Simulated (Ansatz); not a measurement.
```
CELL_PARAMETERS angstrom
-3.24890 3.41447 3.41402
3.24890 -3.41447 3.41402
3.24890 3.41447 -3.41402
ATOMIC_POSITIONS crystal
Sn 0.99998 0.24998 0.75000
Sn 0.00002 0.75002 0.25000
Sn 0.50000 0.50000 0.50000
Sn 0.50000 0.00000 0.00000
O 0.19298 0.19300 0.50002
O 0.69296 0.74998 0.94298
O 0.19298 0.69296 0.99998
O 0.30701 0.74998 0.55702
O 0.69299 0.25002 0.44298
O 0.30704 0.25002 0.05702
O 0.80702 0.30704 0.00002
O 0.80702 0.80700 0.49998
```

Space group P4₂/mnm; a structure from a database of computed crystals, not necessarily the ambient phase; computed pressure about −8 GPa in this cell.

All numbers below come from Ansatz, DFT r2SCAN, scalar-relativistic, plane waves, PAW.

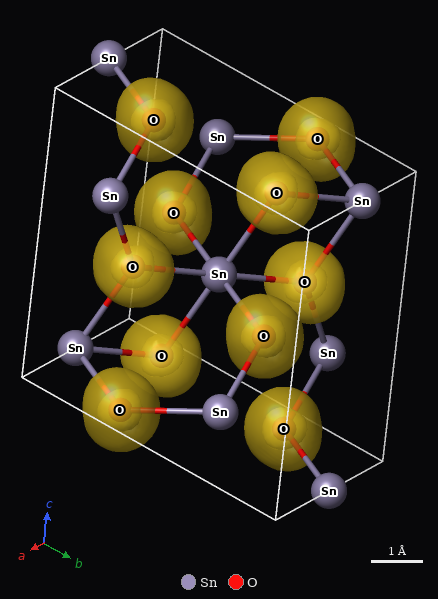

SnO2. Isosurface of the electron localisation function at 0.75 (yellow), seen slightly off an axis. Only the valence region is drawn (cores and ρ < 0.01 e/Å³ removed). Sticks mark near contacts.

Where are the electrons localised?

Answer. The ELF exceeds this value in eight regions wrapped around O (the valence shell of each), counted in one cell of 12 atoms. Regions shared between cells count once.

Values along the shortest contacts:
Sn–O (2.09 Å): the ELF peaks at about 0.80 in the valence shell of O, 0.6 Å from its nucleus, and is about 0.25 at the midpoint (no shared electron pair shows on this line).

Metal or insulator at this level of theory?

Answer. It is gapped, with a Kohn–Sham gap of 1.3 eV on the k-point mesh (the band edges may lie off the mesh, which would make the gap smaller).
